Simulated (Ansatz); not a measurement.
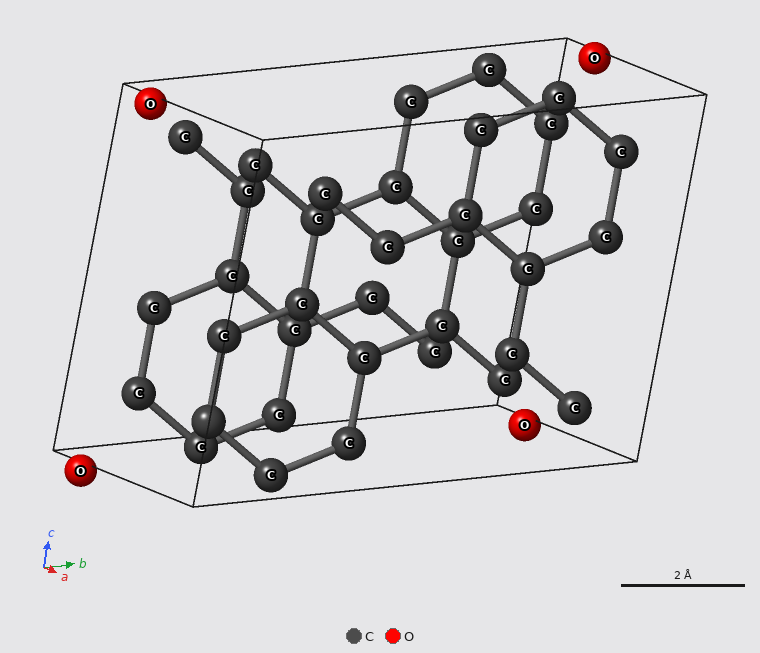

Fig. 1: The input geometry (ball-and-stick view of the cell of the calculation, seen slightly off an axis). An atom can appear more than once, as a periodic image.

## Run report: C₃₂O, geometry relaxation (part 1 of 3)

C₃₂O (defect cell, 33 atoms in the cell), computed with DFT PBE+D3(BJ), scalar-relativistic, plane waves, PAW, no spin polarisation (Ansatz 0.2.0).

The structure derives from a Materials Project entry. It belongs to a series of runs on one base structure; here: O interstitial, charge +0, atoms relaxed.

Input file
```yaml
crystal:
  lattice:
    - [0.0, 0.0, 7.134852261]
    - [1.232369048, 6.4035774147, 3.5674261305]
    - [-6.1618452403, 2.1345258048, 3.5674261305]
  atoms:
    - { symbol: C, position: [0.0, 0.3333333333, 0.6666666667] }
    - { symbol: C, position: [0.5, 0.3333333333, 0.6666666667] }
    - { symbol: C, position: [0.25, 0.5833333333, 0.9166666667] }
    - { symbol: C, position: [0.75, 0.5833333333, 0.9166666667] }
    - { symbol: C, position: [0.875, 0.2083333333, 0.0416666667] }
    - { symbol: C, position: [0.375, 0.2083333333, 0.0416666667] }
    - { symbol: C, position: [0.125, 0.4583333333, 0.2916666667] }
    - { symbol: C, position: [0.625, 0.4583333333, 0.2916666667] }
    - { symbol: C, position: [0.875, 0.7083333333, 0.5416666667] }
    - { symbol: C, position: [0.375, 0.7083333333, 0.5416666667] }
    - { symbol: C, position: [0.125, 0.9583333333, 0.7916666667] }
    - { symbol: C, position: [0.625, 0.9583333333, 0.7916666667] }
    - { symbol: C, position: [0.0, 0.8333333333, 0.1666666667] }
    - { symbol: C, position: [0.5, 0.8333333333, 0.1666666667] }
    - { symbol: C, position: [0.25, 0.0833333333, 0.4166666667] }
    - { symbol: C, position: [0.75, 0.0833333333, 0.4166666667] }
    - { symbol: C, position: [0.125, 0.2916666667, 0.4583333333] }
    - { symbol: C, position: [0.625, 0.2916666667, 0.4583333333] }
    - { symbol: C, position: [0.375, 0.5416666667, 0.7083333333] }
    - { symbol: C, position: [0.875, 0.5416666667, 0.7083333333] }
    - { symbol: C, position: [1.0, 0.1666666667, 0.8333333333] }
    - { symbol: C, position: [0.5, 0.1666666667, 0.8333333333] }
    - { symbol: C, position: [0.25, 0.4166666667, 0.0833333333] }
    - { symbol: C, position: [0.75, 0.4166666667, 0.0833333333] }
    - { symbol: C, position: [0.0, 0.6666666667, 0.3333333333] }
    - { symbol: C, position: [0.5, 0.6666666667, 0.3333333333] }
    - { symbol: C, position: [0.25, 0.9166666667, 0.5833333333] }
    - { symbol: C, position: [0.75, 0.9166666667, 0.5833333333] }
    - { symbol: C, position: [0.125, 0.7916666667, 0.9583333333] }
    - { symbol: C, position: [0.625, 0.7916666667, 0.9583333333] }
    - { symbol: C, position: [0.375, 0.0416666667, 0.2083333333] }
    - { symbol: C, position: [0.875, 0.0416666667, 0.2083333333] }
    - { symbol: O, position: [0.2650285964, -0.0196154379, -0.0112431166] }
basis:
  ecutwfc: 420
  xc_grid: 2
kpoints:
  mp_grid: { grid: [4, 4, 4], shift: [0.0, 0.0, 0.0] }
hamiltonian:
  xc: pbe
  dispersion: d3bj
scf:
  occupations: { method: gaussian, width: 0.1 }
output:
  forces: true
  stress: false
  eigenvalues: true
  write_density: true
  write_potential: true
  elf: true
  volumetric_format: npy
relax:
  adjacent_minimum: "off"
  f_tol: 0.02
  max_steps: 60
```

Command:
```bash
ansatz run input.yaml --threads 4 --pin off --max-ram 10240MiB --backend cpu --events-out ev --progress --plain --runs-dir out
```

Output
```
Engine: ansatz 0.2.0, x86_64-unknown-linux-gnu
Pseudopotentials: kind: paw
Pseudopotential: C, paw, valence charge 4, recommended cutoff 420 eV (normal), C.paw.azcp
Pseudopotential: O, paw, valence charge 6, recommended cutoff 420 eV (normal), O.paw.azcp
Functional definition: PBE
  parameter kappa = 0.804
  parameter beta = 0.06672455060314922
  exchange = pbe_x(kappa = kappa, mu = beta*pi^2/3)
  correlation = pbe_c(beta = beta)
Crystal: 33 atoms, lattice volume = 300.294 Å³
Basis set: ecut = 420 eV, 5865 PW (Γ), exchange–correlation on 96×100×100 points (8 copies of the dense FFT grid, shifted against one another)
Bands: 100, of which v1, the nominal top of the filled ones, is band 67 counted from 1 (66 counted from 0)
Symmetry: 1 space group operations
Space group: P1 (ITA 1), of the structure as read, at distance tolerance 6.7e-5 Å
k-points: 36 of 64 (time reversal used)
Non-local potential: C, projectors of the file, l = 0: 2, l = 1: 2, l = 2: 1
Non-local potential: O, projectors of the file, l = 0: 2, l = 1: 2, l = 2: 1
PAW form: soft (Blöchl's): semilocal exchange-correlation on the pseudo side does not see the compensation charge
PAW one-centre angular grid: C, 110 points (default); XC on 64 Gauss nodes
PAW one-centre angular grid: O, 110 points (default); XC on 64 Gauss nodes
Initial density: superposition of atomic densities (neutral atoms: chi_scale 0, normalization atom), corrected by the library's trained network
Initial wavefunctions: pseudopotential atomic-orbital guess
Functional: x = pbe(κ = 0.804, μ = 0.2195149727645171), c = pbe(β = 0.06672455060314922)
SCF iter   1: F=—  HF=-8595.115046 eV  |F-HF|=—  |Δ(HF+E_count)|=         —  Δρ=1.86e-2  dr2=1.64e0  ethr=1.77e-3  ⟨swp⟩=9.4  Hψ=19218  notcnv=0  defer=464
preconditioner: auto → LDOS  [metal: Δε(μ)=0.014 eV  Ē_g=15.281 eV  σ=0.100 eV  W_gap=0.08  n_scr=70 (ndim 8)  ℏωp=24.8 eV  f_vac=0.052  D(μ)=7.50/eV (n_scr^D=54)  β→1.0]
SCF iter   2: F=—  HF=-8595.017432 eV  |F-HF|=—  |Δ(HF+E_count)|=   9.76e-2  Δρ=1.63e-2  dr2=5.65e-1  ethr=1.22e-3  ⟨swp⟩=2.0  Hψ=4305  notcnv=0  defer=683
SCF iter   3: F=—  HF=-8594.996325 eV  |F-HF|=—  |Δ(HF+E_count)|=   2.11e-2  Δρ=1.10e-2  dr2=4.88e-1  ethr=4.22e-4  ⟨swp⟩=1.1  Hψ=2696  notcnv=0  defer=782
SCF iter   4: F=—  HF=-8594.957337 eV  |F-HF|=—  |Δ(HF+E_count)|=   3.90e-2  Δρ=4.98e-3  dr2=9.57e-2  ethr=3.64e-4  ⟨swp⟩=1.5  Hψ=2739  notcnv=0  defer=782
SCF iter   5: F=—  HF=-8594.949367 eV  |F-HF|=—  |Δ(HF+E_count)|=   7.97e-3  Δρ=2.05e-3  dr2=1.52e-2  ethr=7.14e-5  ⟨swp⟩=2.0  Hψ=4860  notcnv=0  defer=725
SCF iter   6: F=—  HF=-8594.948462 eV  |F-HF|=—  |Δ(HF+E_count)|=   9.05e-4  Δρ=5.85e-4  dr2=7.64e-4  ethr=1.13e-5  ⟨swp⟩=1.9  Hψ=4429  notcnv=0  defer=698
SCF iter   7: F=—  HF=-8594.948441 eV  |F-HF|=—  |Δ(HF+E_count)|=   2.12e-5  Δρ=1.26e-4  dr2=2.58e-5  ethr=5.70e-7  ⟨swp⟩=2.0  Hψ=5050  notcnv=0  defer=698
SCF iter   8: F=-8594.948465 eV  HF=-8594.948466 eV  |F-HF|=4.91e-7  |Δ(HF+E_count)|=   2.53e-5  Δρ=2.91e-5  dr2=2.42e-6  ethr=7.46e-9  ⟨swp⟩=25.9  Hψ=38331  notcnv=0
SCF 1 converged in 8 iterations: F = -8594.948465 eV  dr2 = 2.42e-6
  Residual-converged pass: ⟨swp⟩=1.0  Hψ=3744  notcnv=0  max |occ|·‖R‖ = 7.0e-9 eV (tolerance 1.0e-8 eV)  dr2=2.42e-6  dr2_onsite=5.88e-8  max |Δocc| = 1.8e-10
  greatest PAW one-centre occupation: 0.895 electrons in one spin orbital (limit 2), on the O atom at site 32 (counted from 0), in its partial waves of l = 0
relax step   1: F+E_penalty+E_count = -8594.94846543 eV  Δ(F+E_penalty+E_count) = +0.000e0 eV  max|allowed force component| = 7.403e-1 eV/Å  Δτ_max = 0.0000 Å  (8 SCF iters, dr2 threshold 1.00e-5 eV, accepted)
Initial density: handed on by an earlier stage of this run
Initial wavefunctions: those handed on with the density
iter 1 solved again at ethr=1.78e-3 eV; its pass at ethr=3.10e-3 eV (dr2=2.38e0 eV) is discarded
SCF iter   1: F=—  HF=-8596.184062 eV  |F-HF|=—  |Δ(HF+E_count)|=         —  Δρ=3.61e-2  dr2=2.41e0  ethr=1.78e-3  ⟨swp⟩=1.0  Hψ=14446  notcnv=0  defer=662
preconditioner: auto → LDOS  [metal: Δε(μ)=0.013 eV  Ē_g=15.204 eV  σ=0.100 eV  W_gap=0.07  n_scr=70 (ndim 8)  ℏωp=24.8 eV  f_vac=0.066  D(μ)=4.62/eV (n_scr^D=16)  β→1.0]
SCF iter   2: F=—  HF=-8596.026144 eV  |F-HF|=—  |Δ(HF+E_count)|=   1.58e-1  Δρ=2.15e-2  dr2=1.67e0  ethr=1.78e-3  ⟨swp⟩=3.1  Hψ=5692  notcnv=0  defer=662
SCF iter   3: F=—  HF=-8595.460741 eV  |F-HF|=—  |Δ(HF+E_count)|=   5.65e-1  Δρ=3.30e-3  dr2=2.54e-2  ethr=1.25e-3  ⟨swp⟩=2.0  Hψ=5291  notcnv=0  defer=862
SCF iter   4: F=—  HF=-8595.458840 eV  |F-HF|=—  |Δ(HF+E_count)|=   1.90e-3  Δρ=2.03e-3  dr2=5.15e-3  ethr=1.89e-5  ⟨swp⟩=2.0  Hψ=5134  notcnv=0  defer=915
SCF iter   5: F=—  HF=-8595.458456 eV  |F-HF|=—  |Δ(HF+E_count)|=   3.85e-4  Δρ=6.99e-4  dr2=1.89e-3  ethr=3.84e-6  ⟨swp⟩=2.5  Hψ=4991  notcnv=0  defer=915
SCF iter   6: F=—  HF=-8595.458393 eV  |F-HF|=—  |Δ(HF+E_count)|=   6.29e-5  Δρ=3.81e-4  dr2=7.70e-4  ethr=1.41e-6  ⟨swp⟩=1.3  Hψ=2721  notcnv=0  defer=915
SCF iter   7: F=—  HF=-8595.458325 eV  |F-HF|=—  |Δ(HF+E_count)|=   6.73e-5  Δρ=1.89e-4  dr2=1.60e-4  ethr=5.75e-7  ⟨swp⟩=1.5  Hψ=2779  notcnv=0  defer=915
SCF iter   8: F=-8595.458300 eV  HF=-8595.458317 eV  |F-HF|=1.76e-5  |Δ(HF+E_count)|=   8.02e-6  Δρ=8.24e-5  dr2=2.33e-5  ethr=2.56e-8  ⟨swp⟩=20.8  Hψ=36648  notcnv=0
SCF 2 converged in 8 iterations: F = -8595.458300 eV  dr2 = 2.33e-5
[... from here on the iterations of each SCF are left out, up to the last one ...]
relax step   2: F+E_penalty+E_count = -8595.45829966 eV  Δ(F+E_penalty+E_count) = -5.098e-1 eV  max|allowed force component| = 9.925e-1 eV/Å  Δτ_max = 0.1482 Å  (8 SCF iters, dr2 threshold 3.42e-5 eV, accepted)
preconditioner: auto → LDOS  [insulator: Δε(μ)=0.138 eV  Ē_g=15.205 eV  σ=0.100 eV  W_gap=0.65  n_scr=70 (ndim 8)  ℏωp=24.8 eV  f_vac=0.063  D(μ)=2.48/eV (n_scr^D=12)  ε∞_Penn≈3.7  β→1.0]
SCF 3 converged in 7 iterations: F = -8595.732342 eV  dr2 = 2.27e-6
relax step   3: F+E_penalty+E_count = -8595.73234199 eV  Δ(F+E_penalty+E_count) = -2.740e-1 eV  max|allowed force component| = 1.519e0 eV/Å  Δτ_max = 0.1949 Å  (7 SCF iters, dr2 threshold 6.16e-5 eV, accepted)
preconditioner: auto → LDOS  [insulator: Δε(μ)=0.110 eV  Ē_g=15.226 eV  σ=0.100 eV  W_gap=0.55  n_scr=70 (ndim 8)  ℏωp=24.8 eV  f_vac=0.062  D(μ)=2.10/eV (n_scr^D=8)  ε∞_Penn≈3.7  β→1.0]
SCF 4 converged in 6 iterations: F = -8596.091580 eV  dr2 = 1.84e-5
relax step   4: F+E_penalty+E_count = -8596.09157957 eV  Δ(F+E_penalty+E_count) = -3.592e-1 eV  max|allowed force component| = 1.608e0 eV/Å  Δτ_max = 0.1949 Å  (6 SCF iters, dr2 threshold 1.00e-4 eV, accepted)
preconditioner: auto → LDOS  [metal: Δε(μ)=0.020 eV  Ē_g=15.255 eV  σ=0.100 eV  W_gap=0.11  n_scr=70 (ndim 8)  ℏωp=24.8 eV  f_vac=0.061  D(μ)=1.66/eV (n_scr^D=4)  β→1.0]
SCF 5 converged in 6 iterations: F = -8596.450708 eV  dr2 = 3.37e-6
  Residual-converged pass: ⟨swp⟩=1.0  Hψ=3744  notcnv=0  max |occ|·‖R‖ = 7.1e-9 eV (tolerance 1.0e-8 eV)  dr2=3.37e-6  dr2_onsite=8.48e-8  max |Δocc| = 1.3e-13
relax step   5: F+E_penalty+E_count = -8596.45070819 eV  Δ(F+E_penalty+E_count) = -3.591e-1 eV  max|allowed force component| = 1.241e0 eV/Å  Δτ_max = 0.1949 Å  (6 SCF iters, dr2 threshold 1.00e-4 eV, accepted)
preconditioner: auto → Kerker (q_TF=auto, 2.385 Å⁻¹)  [metal: Δε(μ)=0.021 eV  Ē_g=15.305 eV  σ=0.100 eV  W_gap=0.12  n_scr=70 (ndim 8)  ℏωp=24.8 eV  f_vac=0.059  D(μ)=1.41/eV (n_scr^D=0)]
SCF 6 converged in 6 iterations: F = -8596.804610 eV  dr2 = 7.45e-5
relax step   6: F+E_penalty+E_count = -8596.80461030 eV  Δ(F+E_penalty+E_count) = -3.539e-1 eV  max|allowed force component| = 7.475e-1 eV/Å  Δτ_max = 0.2000 Å  (6 SCF iters, dr2 threshold 1.00e-4 eV, accepted)
preconditioner: auto → Kerker (q_TF=auto, 2.385 Å⁻¹)  [metal: Δε(μ)=0.017 eV  Ē_g=15.348 eV  σ=0.100 eV  W_gap=0.10  n_scr=70 (ndim 8)  ℏωp=24.8 eV  f_vac=0.059  D(μ)=1.25/eV (n_scr^D=0)]
SCF 7 converged in 7 iterations: F = -8596.957836 eV  dr2 = 1.43e-5
relax step   7: F+E_penalty+E_count = -8596.95783570 eV  Δ(F+E_penalty+E_count) = -1.532e-1 eV  max|allowed force component| = 1.749e-1 eV/Å  Δτ_max = 0.1990 Å  (7 SCF iters, dr2 threshold 1.00e-4 eV, accepted)
preconditioner: auto → Kerker (q_TF=auto, 2.385 Å⁻¹)  [metal: Δε(μ)=0.060 eV  Ē_g=15.349 eV  σ=0.100 eV  W_gap=0.33  n_scr=70 (ndim 8)  ℏωp=24.8 eV  f_vac=0.056  D(μ)=1.14/eV (n_scr^D=0)]
SCF 8 converged in 8 iterations: F = -8596.974967 eV  dr2 = 3.07e-7
relax step   8: F+E_penalty+E_count = -8596.97496666 eV  Δ(F+E_penalty+E_count) = -1.713e-2 eV  max|allowed force component| = 1.050e-1 eV/Å  Δτ_max = 0.0335 Å  (8 SCF iters, dr2 threshold 1.91e-6 eV, accepted)
preconditioner: auto → Kerker (q_TF=auto, 2.385 Å⁻¹)  [metal: Δε(μ)=0.052 eV  Ē_g=15.347 eV  σ=0.100 eV  W_gap=0.29  n_scr=70 (ndim 8)  ℏωp=24.8 eV  f_vac=0.056  D(μ)=1.14/eV (n_scr^D=0)]
SCF 9 converged in 8 iterations: F = -8596.980910 eV  dr2 = 2.35e-7
relax step   9: F+E_penalty+E_count = -8596.98091045 eV  Δ(F+E_penalty+E_count) = -5.944e-3 eV  max|allowed force component| = 3.213e-1 eV/Å  Δτ_max = 0.0204 Å  (8 SCF iters, dr2 threshold 6.89e-7 eV, accepted)
preconditioner: auto → Kerker (q_TF=auto, 2.385 Å⁻¹)  [metal: Δε(μ)=0.142 eV  Ē_g=15.409 eV  σ=0.100 eV  W_gap=0.49  n_scr=70 (ndim 8)  ℏωp=24.8 eV  f_vac=0.078  D(μ)=1.05/eV (n_scr^D=0)]
preconditioner: auto → Resta (q_TF=auto, 2.385 Å⁻¹)  ε∞=3.6  [insulator: Δε(μ)=0.152 eV  Ē_g=15.409 eV  σ=0.100 eV  W_gap=0.53  n_scr=70 (ndim 8)  ℏωp=24.8 eV  f_vac=0.075  D(μ)=1.05/eV (n_scr^D=0)  ε∞_Penn≈3.6]
SCF 10 converged in 7 iterations: F = -8597.164526 eV  dr2 = 8.11e-6
relax step  10: F+E_penalty+E_count = -8597.16452589 eV  Δ(F+E_penalty+E_count) = -1.836e-1 eV  max|allowed force component| = 2.157e0 eV/Å  Δτ_max = 0.1980 Å  (7 SCF iters, dr2 threshold 3.72e-5 eV, accepted)
preconditioner: auto → Kerker (q_TF=auto, 2.385 Å⁻¹)  [metal: Δε(μ)=0.102 eV  Ē_g=15.524 eV  σ=0.100 eV  W_gap=0.48  n_scr=70 (ndim 8)  ℏωp=24.8 eV  f_vac=0.079  D(μ)=1.37/eV (n_scr^D=0)]
SCF 11 converged in 7 iterations: F = -8597.563238 eV  dr2 = 4.12e-5
relax step  11: F+E_penalty+E_count = -8597.56323848 eV  Δ(F+E_penalty+E_count) = -3.987e-1 eV  max|allowed force component| = 1.320e0 eV/Å  Δτ_max = 0.1946 Å  (7 SCF iters, dr2 threshold 1.00e-4 eV, accepted)
preconditioner: auto → LDOS  [metal: Δε(μ)=0.088 eV  Ē_g=15.707 eV  σ=0.100 eV  W_gap=0.46  n_scr=70 (ndim 8)  ℏωp=24.8 eV  f_vac=0.066  D(μ)=1.58/eV (n_scr^D=4)  β→1.0]
preconditioner: auto → Kerker (q_TF=auto, 2.385 Å⁻¹)  [metal: Δε(μ)=0.089 eV  Ē_g=15.708 eV  σ=0.100 eV  W_gap=0.46  n_scr=70 (ndim 8)  ℏωp=24.8 eV  f_vac=0.063  D(μ)=1.56/eV (n_scr^D=0)  β→0.5]
SCF 12 converged in 8 iterations: F = -8597.737077 eV  dr2 = 1.22e-5
relax step  12: F+E_penalty+E_count = -8597.73707722 eV  Δ(F+E_penalty+E_count) = -1.738e-1 eV  max|allowed force component| = 3.331e0 eV/Å  Δτ_max = 0.1962 Å  (8 SCF iters, dr2 threshold 1.00e-4 eV, accepted)
preconditioner: auto → LDOS  [metal: Δε(μ)=0.077 eV  Ē_g=15.591 eV  σ=0.100 eV  W_gap=0.37  n_scr=70 (ndim 8)  ℏωp=24.8 eV  f_vac=0.061  D(μ)=1.70/eV (n_scr^D=4)  β→1.0]
SCF 13 converged in 5 iterations: F = -8598.033734 eV  dr2 = 3.38e-5
relax step  13: F+E_penalty+E_count = -8598.03373439 eV  Δ(F+E_penalty+E_count) = -2.967e-1 eV  max|allowed force component| = 1.000e0 eV/Å  Δτ_max = 0.1174 Å  (5 SCF iters, dr2 threshold 1.00e-4 eV, accepted)
preconditioner: auto → LDOS  [metal: Δε(μ)=0.081 eV  Ē_g=15.591 eV  σ=0.100 eV  W_gap=0.43  n_scr=70 (ndim 8)  ℏωp=24.8 eV  f_vac=0.061  D(μ)=1.70/eV (n_scr^D=4)  β→1.0]
SCF 14 converged in 5 iterations: F = -8598.072793 eV  dr2 = 3.25e-6
relax step  14: F+E_penalty+E_count = -8598.07279260 eV  Δ(F+E_penalty+E_count) = -3.906e-2 eV  max|allowed force component| = 7.800e-2 eV/Å  Δτ_max = 0.0345 Å  (5 SCF iters, dr2 threshold 9.03e-5 eV, accepted)
preconditioner: auto → LDOS  [metal: Δε(μ)=0.089 eV  Ē_g=15.582 eV  σ=0.100 eV  W_gap=0.47  n_scr=70 (ndim 8)  ℏωp=24.8 eV  f_vac=0.061  D(μ)=1.70/eV (n_scr^D=4)  β→1.0]
SCF 15 converged in 6 iterations: F = -8598.075426 eV  dr2 = 2.56e-8
relax step  15: F+E_penalty+E_count = -8598.07542557 eV  Δ(F+E_penalty+E_count) = -2.633e-3 eV  max|allowed force component| = 2.782e-2 eV/Å  Δτ_max = 0.0126 Å  (6 SCF iters, accepted)
SCF iter   1: F=—  HF=-8598.076324 eV  |F-HF|=—  |Δ(HF+E_count)|=         —  Δρ=9.00e-4  dr2=1.41e-3  ethr=1.15e-5  ⟨swp⟩=2.0  Hψ=6842  notcnv=0  defer=167
preconditioner: auto → LDOS  [metal: Δε(μ)=0.088 eV  Ē_g=15.582 eV  σ=0.100 eV  W_gap=0.46  n_scr=70 (ndim 8)  ℏωp=24.8 eV  f_vac=0.061  D(μ)=1.69/eV (n_scr^D=4)  β→1.0]
SCF iter   2: F=—  HF=-8598.076262 eV  |F-HF|=—  |Δ(HF+E_count)|=   6.19e-5  Δρ=4.41e-4  dr2=9.73e-4  ethr=1.05e-6  ⟨swp⟩=2.0  Hψ=6557  notcnv=0  defer=157
SCF iter   3: F=—  HF=-8598.075898 eV  |F-HF|=—  |Δ(HF+E_count)|=   3.65e-4  Δρ=6.73e-5  dr2=8.76e-6  ethr=7.26e-7  ⟨swp⟩=2.0  Hψ=5091  notcnv=0  defer=157
SCF iter   4: F=—  HF=-8598.075709 eV  |F-HF|=—  |Δ(HF+E_count)|=   1.88e-4  Δρ=1.43e-5  dr2=7.59e-7  ethr=6.53e-9  ⟨swp⟩=2.0  Hψ=5092  notcnv=0  defer=157
SCF iter   5: F=-8598.075709 eV  HF=-8598.075709 eV  |F-HF|=7.49e-8  |Δ(HF+E_count)|=   1.68e-7  Δρ=5.02e-6  dr2=9.78e-8  ethr=7.46e-11  ⟨swp⟩=16.5  Hψ=28590  notcnv=0
SCF 16 converged in 5 iterations: F = -8598.075709 eV  dr2 = 9.78e-8
relax step  16: F+E_penalty+E_count = -8598.07570892 eV  Δ(F+E_penalty+E_count) = -2.834e-4 eV  max|allowed force component| = 8.833e-3 eV/Å  Δτ_max = 0.0052 Å  (5 SCF iters, accepted)
```

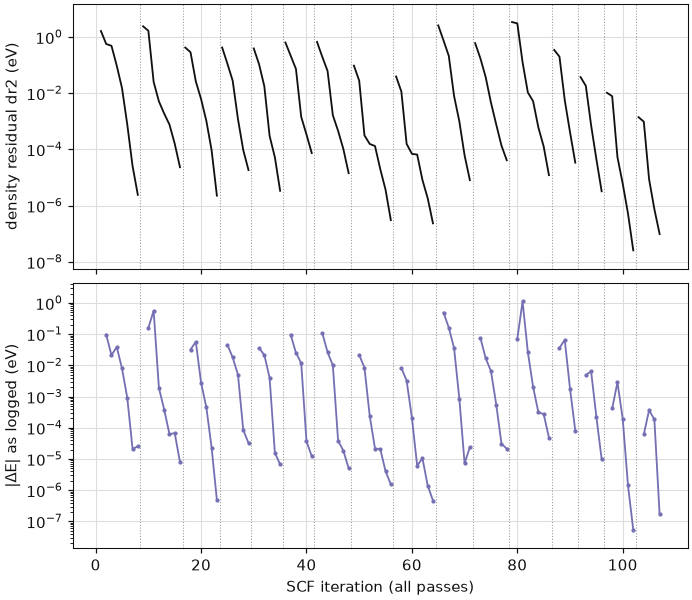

Fig. 2: Convergence of the self-consistent field: density residual dr2 and size of the energy change against the SCF iteration. The dotted lines part the SCF passes of the relaxation: geometry steps, rejected trials and re-solves on a re-selected basis. The 16 passes take 5 to 8 iterations each, 107 in all.
